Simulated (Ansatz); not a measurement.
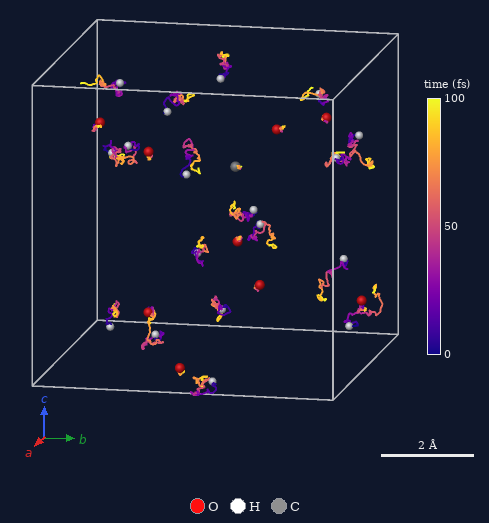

Molecular dynamics of a periodic cell with 8 H2O + 1 H2CO at 0.961 g/cm³, 100 fs long. It starts from the last geometry of an earlier run, with fresh velocities. Lines trace each atom's path, coloured by time; spheres stand at the starting positions. Seen slightly off an axis in the simulation cell.

The calculation used DFT PBE-D3(BJ), scalar-relativistic, plane waves, PAW (Ansatz 0.2.0). Set-up: plane-wave cutoff 420 eV; k-point mesh 1 × 1 × 1; Fermi-Dirac smearing 0.05 eV; low-accuracy preset; Langevin thermostat (NVT); set temperature 1500 K; time step 0.5 fs; friction 1 per fs.

Input file:
```yaml
accuracy: low
crystal:
  lattice:
    - [6.701759, 0.0, 0.0]
    - [0.0, 6.701759, 0.0]
    - [0.0, 0.0, 6.701759]
  atoms:
    - { symbol: O, position: [0.09462422, -0.10081988, 1.12878078] }
    - { symbol: H, position: [0.01005805, -0.1605569, 1.02228693] }
    - { symbol: H, position: [0.06049626, -0.16787519, 1.25679293] }
    - { symbol: O, position: [0.48629574, 0.86712813, 0.82144727] }
    - { symbol: H, position: [0.47595657, 0.8970902, 0.68704549] }
    - { symbol: H, position: [0.35933421, 0.81547703, 0.87072056] }
    - { symbol: O, position: [0.07785204, 0.55698699, 0.16096806] }
    - { symbol: H, position: [0.16047258, 0.44943126, 0.09261736] }
    - { symbol: H, position: [-0.00061388, 0.59933534, 0.04353388] }
    - { symbol: O, position: [0.67742441, 0.42126974, 0.00925022] }
    - { symbol: H, position: [0.63336666, 0.37019813, -0.15016684] }
    - { symbol: H, position: [0.64175986, 0.54880786, -0.02988682] }
    - { symbol: O, position: [0.78751791, 0.63680085, 0.46428059] }
    - { symbol: H, position: [0.6388229, 0.68026077, 0.49138225] }
    - { symbol: H, position: [0.79576884, 0.50550347, 0.42171047] }
    - { symbol: O, position: [1.09258494, 0.02930341, 0.6796566] }
    - { symbol: H, position: [1.04341217, 0.08494226, 0.80310714] }
    - { symbol: H, position: [1.06842904, -0.11495324, 0.67210474] }
    - { symbol: O, position: [0.5148713, 0.28200454, 0.68676902] }
    - { symbol: H, position: [0.39751093, 0.18855667, 0.6765657] }
    - { symbol: H, position: [0.61446783, 0.18184359, 0.69999964] }
    - { symbol: O, position: [0.36324677, 0.24874482, 0.11741048] }
    - { symbol: H, position: [0.49418711, 0.29994753, 0.07479503] }
    - { symbol: H, position: [0.32106841, 0.11258794, 0.05378951] }
    - { symbol: O, position: [0.13902323, 0.62650135, 0.6951084] }
    - { symbol: C, position: [0.19959206, 0.50254442, 0.5785447] }
    - { symbol: H, position: [0.25194627, 0.57399373, 0.44967338] }
    - { symbol: H, position: [0.21459738, 0.34273135, 0.5479032] }
basis:
  ecutwfc: 420.0
kpoints:
  mp_grid: { grid: [1, 1, 1] }
hamiltonian:
  xc: pbe
  dispersion: d3bj
scf:
  occupations: { method: fermi_dirac, width: 0.05 }
  lower_state_search: "off"
  max_iter: 81
md:
  timestep: 0.5
  n_steps: 200
  ensemble: nvt_langevin
  temperature: 1500.0
  initial_velocities: maxwell_boltzmann
  seed: 527211
  friction: 1.0
```

Run as
```bash
ansatz run input.yaml --threads 1 --pin off --max-ram 3072MiB --backend cpu --events-out ev --progress --plain --runs-dir out
```

> Describe the motion.

In the second half of the run the atoms are, in the root-mean-square, this far from where they began (common drift taken out): H 0.48 Å, O 0.16 Å, C 0.11 Å. The heavy atoms stay within a fraction of a molecule's size of their starting places; so short a run doesn't tell a liquid from a solid. The friction is so strong that the slow modes are overdamped, and the motion no longer resembles free dynamics.

Limits of the set-up: the program's low-accuracy preset was used; the periodic images lie only 6.7 Å apart, so the values are limited by the cell's size.
